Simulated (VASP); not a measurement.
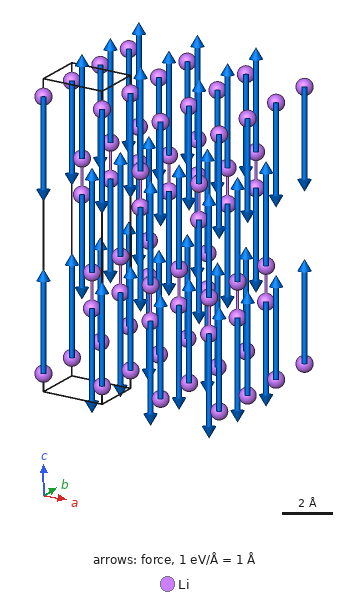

Starting geometry of crystalline Li (a generated structure, set up in R-3m) with the computed forces as blue arrows. Style: ball-and-stick. Shown: the conventional cell (3 times the calculation's cell), repeated 3 × 3 × 1 with one cell outlined, slightly off an axis. Lengths and directions refer to the drawn axes.

The run lets cell and atoms move.

Method: VASP, Kohn-Sham DFT of a periodic cell, PBE, VASP PAW PBE potentials, recommended.

Input file:
```
SYSTEM = Li
ALGO = Fast
EDIFF = 1E-6
EDIFFG = -0.04
ENCUT = 600
GGA = PE
IBRION = 2
ISIF = 3
ISMEAR = 0
LASPH = .TRUE.
LCHARG = .FALSE.
LREAL = .FALSE.
LWAVE = .FALSE.
NELM = 100
NSW = 90
PREC = Accurate
SIGMA = 0.1
```

Run as
```bash
cat potpaw_PBE.64/Li_sv/POTCAR > POTCAR
mpirun -np 1 vasp_std > vasp.out
```

Question: Is this structure relaxed? If not, where do the atoms go?

Answer: It isn't relaxed: the largest force vector, on Li atoms, is 4.30 eV/Å. The atoms end up moving mostly along the starting forces (cosine between the two patterns 1.00). After 9 geometry steps the energy has fallen by 1028 meV per atom. Largest force component: 4.3 eV/Å at the start, 0.018 eV/Å at the end. Pressure: 0.62 GPa at the start and −0.03 GPa at the end. The largest moves relative to the cell, 0.46 Å, are those of Li atoms. Cell: a = b 3.574 → 3.022 Å (−15.4 %), c 12.836 → 15.305 Å (+19.2 %). Volume −14.7 %. Among the contacts that change: Li–Li 1.481 → 2.685 Å, Li–Li 3.574 → 3.022 Å, Li–Li 3.476 → 2.981 Å. The space group stays R-3m (No. 166). The volume changes by over a tenth within one run on a fixed set of plane waves, so the end point should be relaxed again from the new cell.
